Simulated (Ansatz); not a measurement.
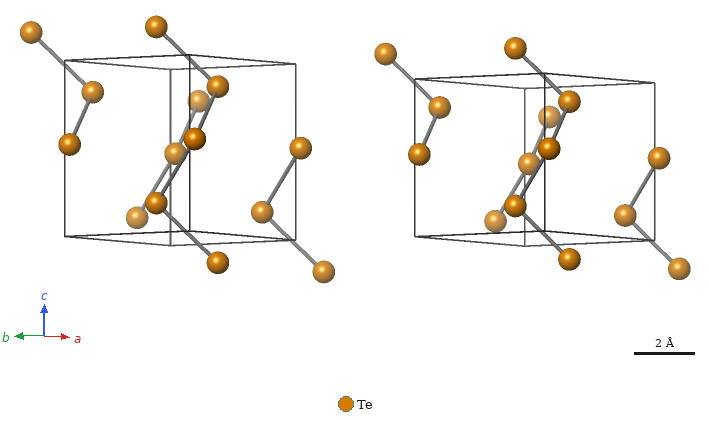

Two geometries of crystalline Te (built on the trigonal type) (coarse preliminary run), drawn at one scale. One is the start of a relaxation, the other its converged end. A ball-and-stick model of the cell of the calculation, seen from a free direction.

These are results of DFT PBE, scalar-relativistic, plane waves, PAW (Ansatz), not measurements. Set-up: plane-wave cutoff 420 eV; k-point mesh 6 × 6 × 4; occupations gaussian; smearing width 0.05 eV; no spin polarisation; cell and atoms relaxed; force threshold 0.03 eV/Å; at most 60 steps.

### Which of the two is the end point?

The left one is the relaxed one. The largest moves relative to the cell, 0.19 Å, are those of Te atoms. Cell: a = b 4.699 → 4.530 Å (−3.6 %), c 5.331 → 5.956 Å (+11.7 %). Volume +3.9 %. Near-neighbour distances that change, for instance: Te–Te 2.554 → 2.883 Å. The space group stays P3_121 (No. 152). Over 5 accepted moves (6 points after the start) the energy falls by 379 meV per atom. Largest force component: 3.5 eV/Å at the start, 0.011 eV/Å at the end. The pressure goes from 13.94 to 0.02 GPa. The SCF was repeated once at an unchanged geometry on a basis and grid sized afresh for the cell, which shifted the energy by 0.4 meV per atom at most.
